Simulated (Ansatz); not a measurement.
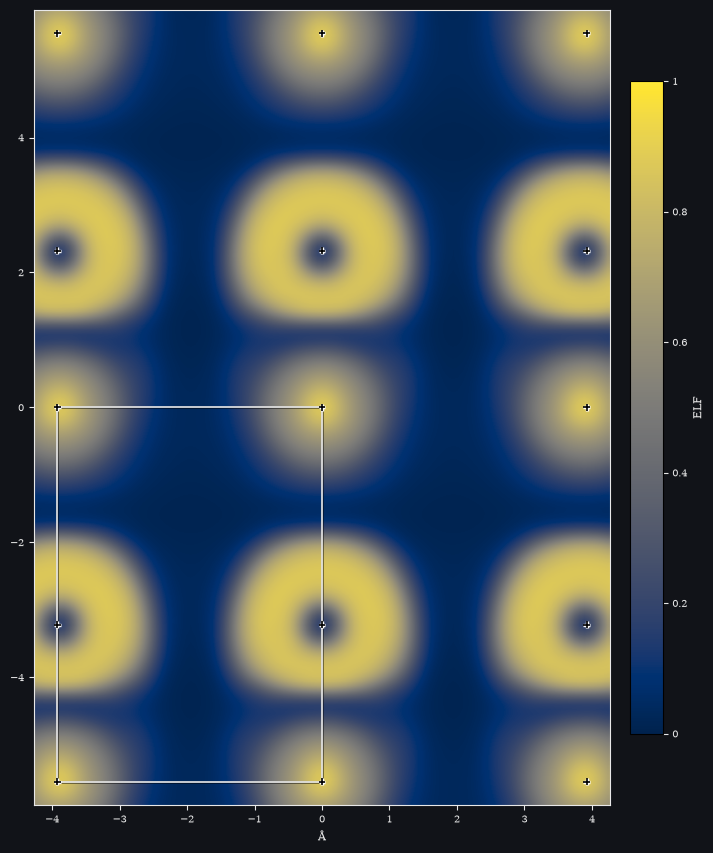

The ELF on a plane through atoms (crosses mark nuclei in the plane).

Computed with Ansatz, DFT PBE, scalar-relativistic, plane waves, PAW.

Candidates:
A. ZrSiO4, a = 6.68 Å, b = 6.68 Å, c = 6.02 Å, α = 90.00°, β = 90.00°, γ = 90.00°. Space group I4₁/amd; a structure from a database of computed crystals, not necessarily the ambient phase.
B. Pd, a = 2.75 Å, b = 2.75 Å, c = 4.05 Å, α = 90.00°, β = 90.00°, γ = 90.00°. Space group I4/mmm; changed on purpose from its base cell (strain +0.000 along x and y, +0.040 along z, atoms carried along).
C. AgCl, a = 3.92 Å, b = 3.92 Å, c = 5.55 Å, α = 90.00°, β = 90.00°, γ = 90.00°. Space group I4mm; changed on purpose from its base cell (atom 2 (Cl) moved by (-0.450, +0.000) A along x and y); not relaxed (largest force 1.4 eV/Å); computed pressure about 6 GPa in this cell.

Which system is this?

Candidate C: AgCl on the (010) plane of the conventional cell, which holds Ag and Cl. Ag–Cl (2.32 Å): the ELF peaks at about 0.85 in the valence shell of Cl, 0.7 Å from its nucleus, and is about 0.20 at the midpoint: no localised pair shows between them.
